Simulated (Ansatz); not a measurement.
Ca

```cif
data_structure
_symmetry_space_group_name_H-M 'P 1'
_symmetry_Int_Tables_number 1
_cell_length_a 6.2828
_cell_length_b 6.2828
_cell_length_c 3.7501
_cell_angle_alpha 90.000
_cell_angle_beta 90.000
_cell_angle_gamma 120.000
_cell_volume 128.20
loop_
_atom_site_label
_atom_site_type_symbol
_atom_site_fract_x
_atom_site_fract_y
_atom_site_fract_z
_atom_site_occupancy
Ca1 Ca 0.00000 0.00000 0.00000 1
Ca2 Ca 0.33333 0.66667 0.50000 1
Ca3 Ca 0.66667 0.33333 0.50000 1
```

Space group P6/mmm; set up as Ca, omega (AlB2-type); a generated structure, not necessarily the stable one; changed on purpose from its base cell (volume × 1.04).

Computed with DFT, PBEsol, plane waves (420 eV) with PAW, scalar-relativistic in Ansatz 0.2.0.

> What can the converged valence pseudo-density and electron localisation function tell about the bonding?

Ca–Ca (3.75 Å): ρ is about 0.05 e/Å³ halfway; the ELF is about 0.20 at the midpoint (no localised pair shows between them).

> Does the calculation make it a metal, or give it a gap?

It is metallic or semimetallic at this level of theory: no gap opens.

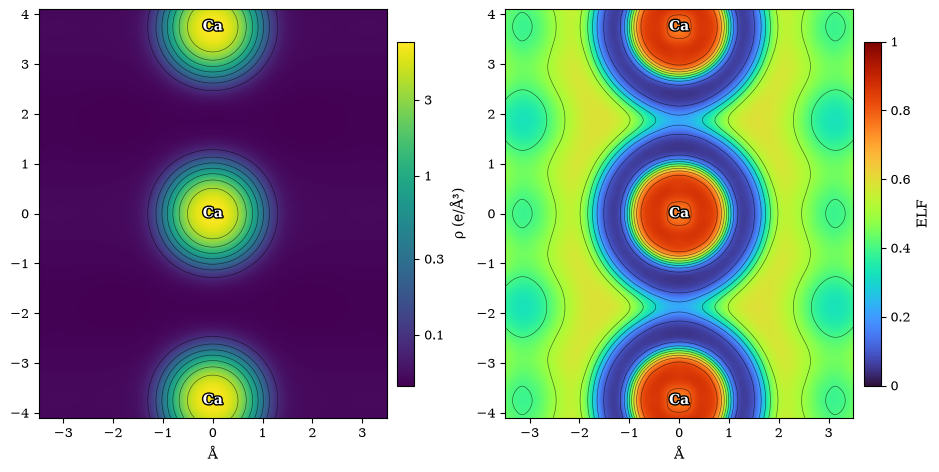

Computed valence pseudo-density and electron localisation function on the (100) plane of the conventional cell, in this order. 

In a PAW calculation such maps are meaningful between the atoms, not at the nuclei.
